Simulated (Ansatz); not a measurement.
**Mg$_{8}$Se$_{7}$ (cell with a defect): density, localisation and related maps**

Input

```
crystal:
  lattice:
    - [-5.5089473509, -5.5089473509, 0.0]
    - [-5.5089473509, 0.0, -5.5089473509]
    - [0.0, -5.5089473509, -5.5089473509]
  atoms:
    - { symbol: Mg, position: [0.5, 0.5, 0.0] }
    - { symbol: Mg, position: [1.0, 0.5, 0.0] }
    - { symbol: Mg, position: [0.5, 1.0, 0.0] }
    - { symbol: Mg, position: [1.0, 1.0, 0.0] }
    - { symbol: Mg, position: [0.5, 0.5, 0.5] }
    - { symbol: Mg, position: [1.0, 0.5, 0.5] }
    - { symbol: Mg, position: [0.5, 1.0, 0.5] }
    - { symbol: Mg, position: [1.0, 1.0, 0.5] }
    - { symbol: Se, position: [0.25, 0.25, 0.25] }
    - { symbol: Se, position: [0.25, 0.75, 0.25] }
    - { symbol: Se, position: [0.75, 0.75, 0.25] }
    - { symbol: Se, position: [0.25, 0.25, 0.75] }
    - { symbol: Se, position: [0.75, 0.25, 0.75] }
    - { symbol: Se, position: [0.25, 0.75, 0.75] }
    - { symbol: Se, position: [0.75, 0.75, 0.75] }
basis:
  ecutwfc: 420
kpoints:
  mp_grid: { grid: [4, 4, 4] }
hamiltonian:
  xc: pbe
scf:
  occupations: { method: gaussian, width: 0.05 }
output:
  forces: true
  stress: true
  eigenvalues: true
  write_density: true
  write_potential: true
  elf: true
  volumetric_format: npy
relax:
  adjacent_minimum: "off"
  f_tol: 0.02
  max_steps: 50
```

Launched as:

```sh
ansatz run input.yaml --threads 4 --pin off --max-ram 9216MiB --backend cpu --events-out ev --progress --plain --runs-dir out
```

The fields are those of the relaxed geometry.

Method: Ansatz 0.2.0, DFT PBE, scalar-relativistic, plane waves, PAW.

Core electrons are frozen (PAW), and the valence fields are smoothed inside the atomic spheres.

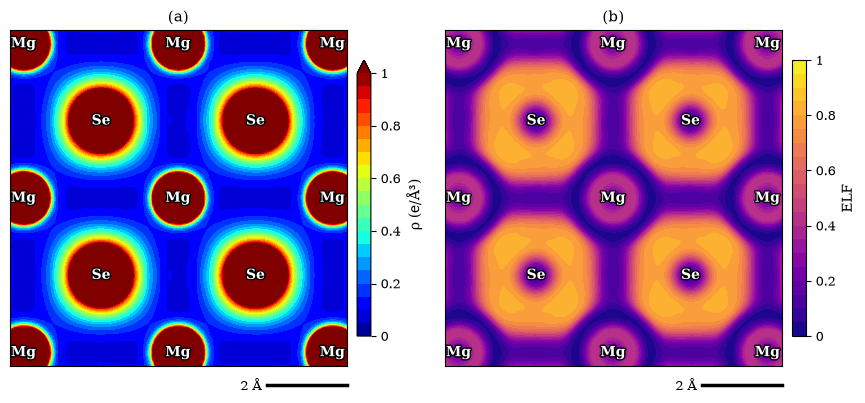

Figure 1. (a) valence electron density; (b) electron localisation function on the (101) plane of the calculation cell.

Describe what can be read from this map.

The plane passes through Mg and Se nuclei. Mg–Se (2.75 Å): the density is about 0.25 e/Å³ at the midpoint; the ELF is about 0.75 at the midpoint: a closed-shell, largely ionic contact. Between the atoms the lowest density in this plane is 0.06 e/Å³.

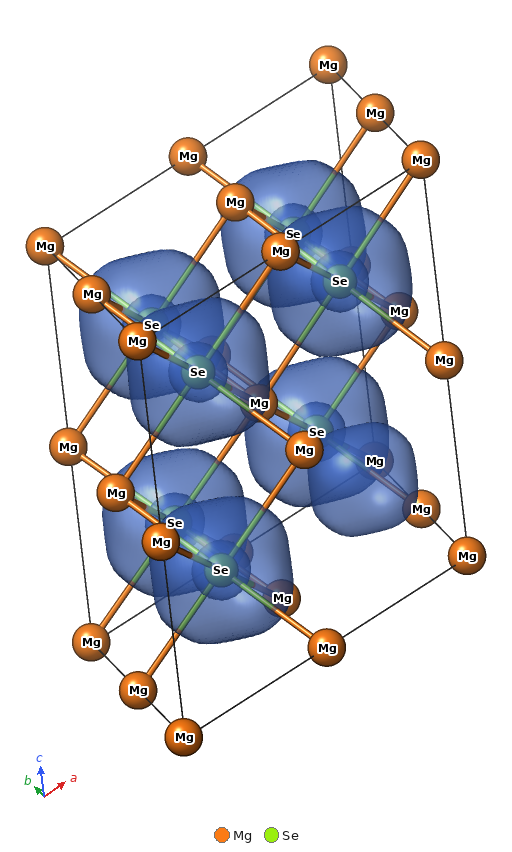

Figure 2. Isosurface of the ELF at 0.65 (blue), seen slightly off an axis. Core shells and regions of very low density are left out. Sticks mark near contacts.

Where are the electrons localised?

The ELF exceeds this value in seven regions wrapped around Se (the valence shell of each) and one pocket between the atoms, centred on no nucleus (multi-centre or interstitial), counted in one cell of 15 atoms. Any copies at cell faces, edges or corners count once.
